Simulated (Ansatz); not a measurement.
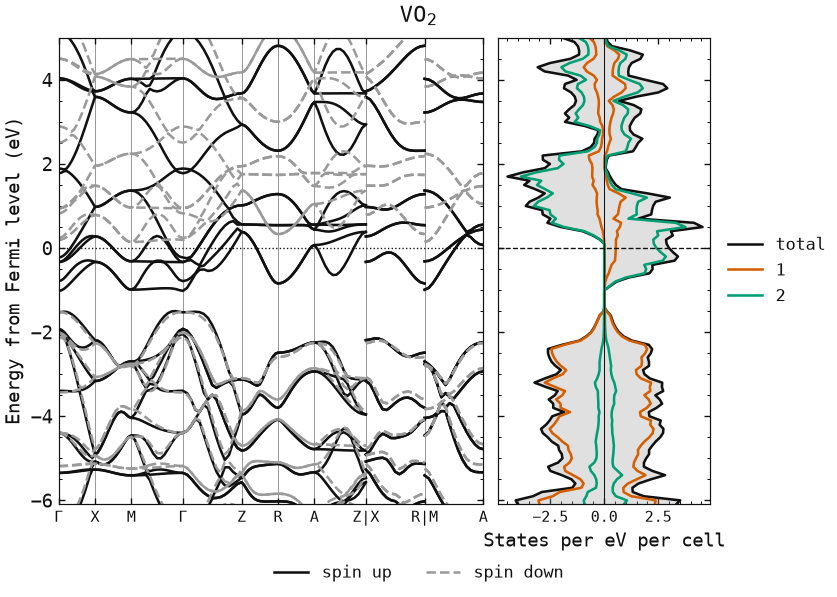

Band structure and density of states. Energies are counted from the Fermi level. The partial curves are projected on Löwdin-orthogonalised atomic shells. Spin-down states are drawn negative.

Calculation on VO2, space group P4_2/mnm, 6 atoms in the cell; a = 4.58 Å, b = 4.58 Å, c = 2.84 Å, α = 90.00°, β = 90.00°, γ = 90.00°.

Ansatz 0.2.0; DFT PBE, scalar-relativistic, plane waves, PAW, spin-polarised, 8×8×12 k mesh, 420 eV cutoff, Gaussian smearing of 0.1 eV.

Question: Assign each number in the legend. The candidates: O 2p, V 3d.

Answer: 1 is O 2p; 2 is V 3d.

Question: What kind of electronic state is this?

Answer: A half-metal: spin-up bands cross the Fermi level, while the spin-down bands leave a gap of 1.67 eV along the path around it. The cell's moment is 2.0 μB, a whole number as a half-metal requires.
